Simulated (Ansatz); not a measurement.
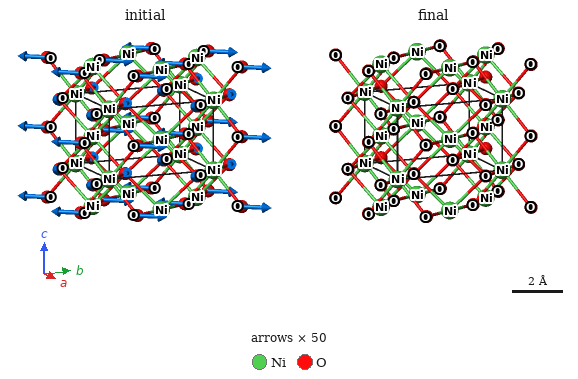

The structure of solid Ni$_{3}$O$_{4}$ (set up in Cmmm) before (left) and after (right) a relaxation, at one scale. The blue arrows give the displacements (the part carried along by the change of the cell is left out), 50 times their true length.

Style: ball-and-stick. Shown: the cell of the calculation, slightly off an axis.

These are results of Ansatz, DFT r2SCAN+U, scalar-relativistic, plane waves, PAW, not measurements.

The input:
```yaml
crystal:
  lattice:
    - [2.9770058972, -4.0865331607, 0.0]
    - [2.9770058972, 4.0865331607, 0.0]
    - [0.0, 0.0, 2.8524377362]
  atoms:
    - { symbol: Ni, position: [0.5, 0.0, 0.5], spin: 1.95 }
    - { symbol: Ni, position: [0.0, 0.5, 0.5], spin: 1.95 }
    - { symbol: Ni, position: [0.0, 0.0, 0.0] }
    - { symbol: O, position: [0.79372467, 0.79372467, 0.5] }
    - { symbol: O, position: [0.20627533, 0.20627533, 0.5] }
    - { symbol: O, position: [0.22772481, 0.7722752, 0.0], spin: 0.11 }
    - { symbol: O, position: [0.7722752, 0.2277248, 0.0], spin: 0.11 }
basis:
  ecutwfc: 500
kpoints:
  mp_grid: { grid: [8, 8, 12] }
hamiltonian:
  xc: r2scan
  hubbard: { sites: [{ species: Ni, l: d, u_eff: 6.2 }] }
scf:
  occupations: { method: gaussian, width: 0.02 }
output:
  forces: true
  stress: true
  eigenvalues: true
  populations: true
magnetization:
  spin_polarized: true
relax:
  adjacent_minimum: "off"
  f_tol: 0.005
  max_steps: 80
  cell: { stress_tol: 0.05 }
```

Launched with:
```bash
ansatz run input.yaml --threads 2 --pin off --max-ram 5120MiB --backend cpu --events-out ev --progress --plain --runs-dir out
```

Question: What changed between the two?

Answer: The run was cut off at its time limit before the relaxation converged, so the last structure is only a point on the way. The energy falls by 83.3 meV per cell of the calculation in 2 geometry steps. Largest force component: 0.48 eV/Å at the start, 0.063 eV/Å at the end. Pressure: 7.39 GPa at the start and 0.31 GPa at the end. The largest moves relative to the cell, 0.026 Å, are those of O4 and O5. O5 goes along [1 1 0]. Ni stays in place. The volume changes by +3.7 %, with a = b 5.056 → 5.105 Å (+1.0 %), c 2.852 → 2.917 Å (+2.3 %), γ 107.9° → 108.8°. Near-neighbour distances that change, for instance: Ni3–O6 1.861 → 1.902 Å, Ni3–O4 1.882 → 1.922 Å, Ni1–O4 2.060 → 2.088 Å, Ni1–O6 2.070 → 2.089 Å. The space group stays Cmmm (No. 65). Cost: 9 min on 2 threads of Intel(R) Xeon(R) Platinum 8259CL CPU @ 2.50GHz (Skylake/Cascade Lake) (shared host), peak memory 1.8 GiB.
